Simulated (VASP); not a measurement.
## Al₂O₃: dielectric calculation (part 2 of 2)

Continued. System: Al₂O₃ (R-3c, 10 atoms in the cell). Method: Kohn-Sham DFT of a periodic cell, LDA, VASP PAW LDA potentials, recommended, no spin polarisation (VASP 6.6.1); cutoff 350 eV, 7×7×7 k-mesh, Gaussian smearing of 0.01 eV. The structure derives from an entry of the Crystallography Open Database. It belongs to a series of runs on one base structure; here: grid = ENCUT=350 k=7x7x7 EDIFF=1e-08 PREC=Accurate LREAL=False SIGMA=0.01. The settings are looser than a standard set-up, so the numbers are not reference values.

Geometry of the input (Å; fractional positions):
```
2.3803  1.3742  4.3319
-2.3803  1.3742  4.3319
0.0000  -2.7485  4.3319
Al 0.8522  0.8522  0.8522
Al 0.6478  0.6478  0.6478
Al 0.1478  0.1478  0.1478
Al 0.3522  0.3522  0.3522
O  0.0567  0.7500  0.4433
O  0.7500  0.4433  0.0567
O  0.4433  0.0567  0.7500
O  0.9433  0.2500  0.5567
O  0.2500  0.5567  0.9433
O  0.5567  0.9433  0.2500
```

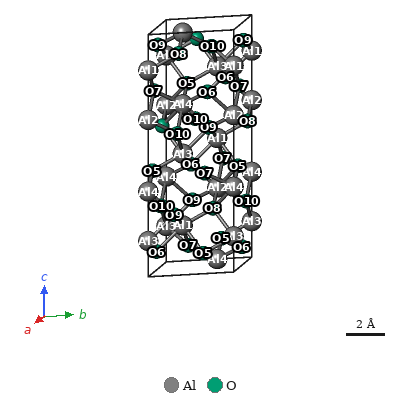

Figure 1. The structure (ball-and-stick view of the cell 3 times as large as that of the calculation, set on its symmetry axes, seen slightly off an axis; atoms are numbered from 1 in the order of the input).

**Parts of OUTCAR, continued**
```
 k-point     5 :       0.1429    0.1429   -0.0000
  band No.  band energies     occupation
      1     -13.0877      2.00000
      2     -10.8785      2.00000
      3     -10.6131      2.00000
      4     -10.5408      2.00000
      5     -10.2943      2.00000
      6     -10.1822      2.00000
      7      -0.9778      2.00000
      8      -0.4151      2.00000
      9       0.1266      2.00000
     10       0.6575      2.00000
     11       0.9041      2.00000
     12       1.2789      2.00000
     13       2.1080      2.00000
     14       2.8591      2.00000
     15       3.1136      2.00000
     16       3.7727      2.00000
     17       4.2427      2.00000
     18       4.4490      2.00000
     19       4.4837      2.00000
     20       5.1050      2.00000
     21       5.1419      2.00000
     22       5.3827      2.00000
     23       5.7045      2.00000
     24       5.7732      2.00000
     25      12.5490      0.00000
     26      15.1735      0.00000
     27      15.9825      0.00000
     28      16.7493      0.00000
     29      17.3387      0.00000
     30      17.4166      0.00000

 k-point     6 :       0.2857    0.1429    0.0000
  band No.  band energies     occupation
      1     -12.8504      2.00000
      2     -11.0468      2.00000
      3     -10.7021      2.00000
      4     -10.5565      2.00000
      5     -10.4443      2.00000
      6     -10.1744      2.00000
      7      -0.7233      2.00000
      8      -0.4196      2.00000
      9      -0.0518      2.00000
     10       0.7446      2.00000
     11       1.0896      2.00000
     12       1.5736      2.00000
     13       2.6777      2.00000
     14       3.0557      2.00000
     15       3.4127      2.00000
     16       3.6666      2.00000
     17       3.9856      2.00000
     18       4.0649      2.00000
     19       4.4482      2.00000
     20       4.6125      2.00000
     21       5.0768      2.00000
     22       5.1607      2.00000
     23       5.5822      2.00000
     24       5.7006      2.00000
     25      13.3474      0.00000
     26      15.7697      0.00000
     27      15.8254      0.00000
     28      16.2753      0.00000
     29      16.5983      0.00000
     30      17.2410      0.00000

 [... further k-points ...]

  FORCE on cell =-STRESS in cart. coord.  units (eV):
  Direction    XX          YY          ZZ          XY          YZ          ZX
  --------------------------------------------------------------------------------------
  -------------------------------------------------------------------------------------
  Total      -13.2623899    -13.2623899    -13.6291977      0.0000000      0.0000000      0.0000000
  in kB     -249.9318023   -249.9318023   -256.8443535      0.0000000      0.0000000      0.0000000
  external PRESSURE =    -252.2359860 kB  Pullay stress =       0.0000000 kB

 VOLUME and BASIS-vectors are now :
 -----------------------------------------------------------------------------
  energy-cutoff  :      350.00
  volume of cell :       85.02
      direct lattice vectors                 reciprocal lattice vectors
     2.380250000  1.374237978  4.331866667     0.210061968  0.121279334  0.076949121
    -2.380250000  1.374237978  4.331866667    -0.210061968  0.121279334  0.076949121
     0.000000000 -2.748475957  4.331866667     0.000000000 -0.242558668  0.076949121

 POSITION                                       TOTAL-FORCE (eV/Angst)
 -----------------------------------------------------------------------------------
      0.00000     -0.00000     11.07433         0.000000      0.000000     -0.028467
      0.00000     -0.00000      8.41907         0.000000     -0.000000      0.028467
      0.00000     -0.00000      1.92127         0.000000     -0.000000      0.028467
      0.00000     -0.00000      4.57653         0.000000      0.000000     -0.028467
     -1.65027     -0.10988      5.41483        -0.088702     -0.153637     -0.000000
      0.72998      1.48412      5.41483        -0.088702      0.153637     -0.000000
      0.92030     -1.37424      5.41483         0.177404      0.000000     -0.000000
      1.65027      0.10988      7.58077         0.088702      0.153637     -0.000000
     -0.72998     -1.48412      7.58077         0.088702     -0.153637     -0.000000
     -0.92030      1.37424      7.58077        -0.177404      0.000000     -0.000000
 -----------------------------------------------------------------------------------
    total drift:                                0.000000      0.000000     -0.000000

  FREE ENERGIE OF THE ION-ELECTRON SYSTEM (eV)
  ---------------------------------------------------
  free  energy   TOTEN  =       -83.3992693506 eV

  energy  without entropy=      -83.3992693506  energy(sigma->0) =      -83.39926935

 HEAD OF MICROSCOPIC STATIC DIELECTRIC TENSOR (INDEPENDENT PARTICLE, excluding Hartree and local field effects)
 ------------------------------------------------------
           3.358936    -0.000000     0.000000
           0.000000     3.358936    -0.000000
           0.000000    -0.000000     3.320500
 ------------------------------------------------------

 Free energy of the ion-electron system (eV)
  ---------------------------------------------------
  ---------------------------------------------------
  free energy    TOTEN  =        -0.55781613 eV

  energy without entropy =       -0.55781613

------------------------ aborting loop because EDIFF is reached ----------------------------------------

--------------------------------------- Ionic step        2  -------------------------------------------

------------------------ aborting loop because EDIFF is reached ----------------------------------------

--------------------------------------- Ionic step        3  -------------------------------------------

 Free energy of the ion-electron system (eV)
  ---------------------------------------------------
  ---------------------------------------------------
  free energy    TOTEN  =        -0.55016893 eV

  energy without entropy =       -0.55016893

------------------------ aborting loop because EDIFF is reached ----------------------------------------

 PIEZOELECTRIC TENSOR FIELD DIRECTION 3  (e Angst)
 -----------------------------------------------------------------------------
    -0.00020  0.00000  0.00000           ( -0.00001  0.00000  0.00000)
     0.00000 -0.00020  0.00000           (  0.00000 -0.00001  0.00000)
    -0.00000  0.00000  0.00012           (  0.00000  0.00000 -0.00004)

 PIEZOELECTRIC TENSOR FIELD DIRECTION 3  (C/m^2)
 -----------------------------------------------------------------------------
    -0.00004  0.00000  0.00000
     0.00000 -0.00004  0.00000
    -0.00000  0.00000  0.00002

 MACROSCOPIC STATIC DIELECTRIC TENSOR (including local field effects in DFT)
 ------------------------------------------------------
           3.235627    -0.000000     0.000000
           0.000000     3.235627    -0.000000
           0.000000    -0.000000     3.205891
 ------------------------------------------------------

 PIEZOELECTRIC TENSOR (including local field effects)  for field in x, y, z        (e  Angst)
          XX          YY          ZZ          XY          YZ          ZX
  --------------------------------------------------------------------------------
  x     0.00000     0.00000     0.00000     0.00000     0.00000     0.00000
  y     0.00000     0.00000     0.00000     0.00000     0.00000     0.00000
  z     0.00000     0.00000     0.00000     0.00000     0.00000     0.00000

 PIEZOELECTRIC TENSOR (including local field effects)  for field in x, y, z        (C/m^2)
          XX          YY          ZZ          XY          YZ          ZX
  --------------------------------------------------------------------------------
  x     0.00000     0.00000     0.00000     0.00000     0.00000     0.00000
  y     0.00000     0.00000     0.00000     0.00000     0.00000     0.00000
  z     0.00000     0.00000     0.00000     0.00000     0.00000     0.00000

 BORN EFFECTIVE CHARGES (including local field effects) (in |e|, cummulative output)
 ---------------------------------------------------------------------------------
 ion    1
    1     2.94011     0.03059    -0.00000
    2    -0.03059     2.94011    -0.00000
    3     0.00000    -0.00000     2.91174
 ion    2
    1     2.94011    -0.03059     0.00000
    2     0.03059     2.94011    -0.00000
    3     0.00000    -0.00000     2.91174
 ion    3
    1     2.94011     0.03059    -0.00000
    2    -0.03059     2.94011    -0.00000
    3     0.00000    -0.00000     2.91174
 ion    4
    1     2.94011    -0.03059     0.00000
    2     0.03059     2.94011    -0.00000
    3     0.00000    -0.00000     2.91174
 ion    5
    1    -1.91132    -0.08444     0.21906
    2    -0.08444    -2.00883    -0.12647
    3     0.30081    -0.17367    -1.94116
 ion    6
    1    -1.91132     0.08444    -0.21906
    2     0.08444    -2.00883    -0.12647
    3    -0.30081    -0.17367    -1.94116
 ion    7
    1    -2.05758     0.00000     0.00000
    2     0.00000    -1.86257     0.25295
    3     0.00000     0.34734    -1.94116
 ion    8
    1    -1.91132    -0.08444     0.21906
    2    -0.08444    -2.00883    -0.12647
    3     0.30081    -0.17367    -1.94116
 ion    9
    1    -1.91132     0.08444    -0.21906
    2     0.08444    -2.00883    -0.12647
    3    -0.30081    -0.17367    -1.94116
 ion   10
    1    -2.05758     0.00000     0.00000
    2     0.00000    -1.86257     0.25295
    3     0.00000     0.34734    -1.94116
```

**CONTCAR**
```
Al2O3
   1.00000000000000
     2.3802500000000002    1.3742379782000000    4.3318666666999999
    -2.3802500000000002    1.3742379782000000    4.3318666666999999
     0.0000000000000000   -2.7484759565000001    4.3318666666999999
  Al              O
     4     6
Direct
     0.8521599999999978    0.8521599999999978    0.8521599999999978
     0.6478400000000022    0.6478400000000022    0.6478400000000022
     0.1478400000000022    0.1478400000000022    0.1478400000000022
     0.3521599999999978    0.3521599999999978    0.3521599999999978
     0.0566800000000001    0.7500000000000000    0.4433199999999999
     0.7500000000000000    0.4433199999999999    0.0566800000000001
     0.4433199999999999    0.0566800000000001    0.7500000000000000
     0.9433199999999999    0.2500000000000000    0.5566800000000001
     0.2500000000000000    0.5566800000000001    0.9433199999999999
     0.5566800000000001    0.9433199999999999    0.2500000000000000

  0.00000000E+00  0.00000000E+00  0.00000000E+00
  0.00000000E+00  0.00000000E+00  0.00000000E+00
  0.00000000E+00  0.00000000E+00  0.00000000E+00
  0.00000000E+00  0.00000000E+00  0.00000000E+00
  0.00000000E+00  0.00000000E+00  0.00000000E+00
  0.00000000E+00  0.00000000E+00  0.00000000E+00
  0.00000000E+00  0.00000000E+00  0.00000000E+00
  0.00000000E+00  0.00000000E+00  0.00000000E+00
  0.00000000E+00  0.00000000E+00  0.00000000E+00
  0.00000000E+00  0.00000000E+00  0.00000000E+00
```

**Key numbers**

```json
{"quantity": "outcome", "value": "converged"}
{"quantity": "space group (tolerance 0.01 Å)", "value": "R-3c (167)"}
{"quantity": "electrons treated", "value": "48"}
{"quantity": "Fermi energy of the self-consistent step", "value": "5.870 eV"}
{"quantity": "gap on the k-point mesh", "value": "6.14 eV"}
{"quantity": "ε∞ (xx, yy, zz)", "value": "3.24, 3.24, 3.21"}
{"quantity": "hardware", "value": "1 thread of AMD EPYC (Zen 5), 450 GiB of memory available, shared host"}
{"quantity": "wall time", "value": "7.5 min"}
{"quantity": "peak memory", "value": "0.35 GiB"}
```

Settings chosen away from the usual ones: grid = ENCUT=350 k=7x7x7 EDIFF=1e-08 PREC=Accurate LREAL=False SIGMA=0.01. The settings depart from the standard set-up of this series, which can bear on the numbers.
